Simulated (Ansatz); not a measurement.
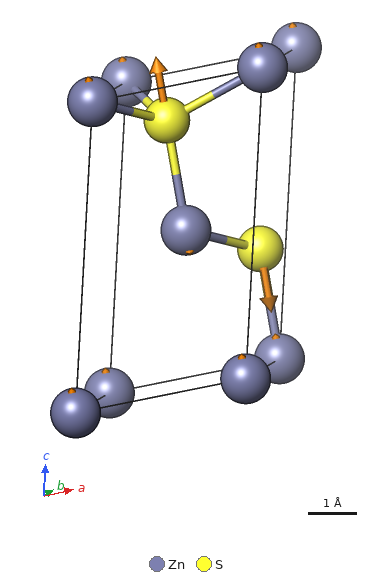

Normal modes of solid ZnS, space group F-43m (No. 216), at the zone centre of a doubled cell. The levels lie at 71 (×2), 189, 260 (×3), 274 (×2), 320 cm⁻¹. One mode is drawn. Displacements are drawn as orange arrows; their common scale and sign are arbitrary. The picture is a ball-and-stick view of the cell of the calculation, seen slightly off an axis.

Computed with DFT PBE, scalar-relativistic, plane waves, PAW in Ansatz 0.2.0. (plane-wave cutoff 420 eV; k-point mesh 12 × 12 × 8; occupations gaussian; smearing width 0.05 eV; no spin polarisation)

Frequencies are those without the non-analytic (LO–TO) term.

Question: To which level does it belong?

Answer: The level at 320 cm⁻¹. This is a non-degenerate mode, the highest level (the three translations aside). All motion is along [1 1 −3] of the drawn cell; atoms of one kind move against one another, with no net shift of any sublattice; it stretches the shortest S–Zn bonds (2.36 Å); the kinetic energy is shared as S 97 %, Zn 3 %. It changes sign from one half of the doubled cell to the other: it belongs to the zone boundary, q = (0, 0, 1/2) in the reciprocal vectors of the undoubled cell.
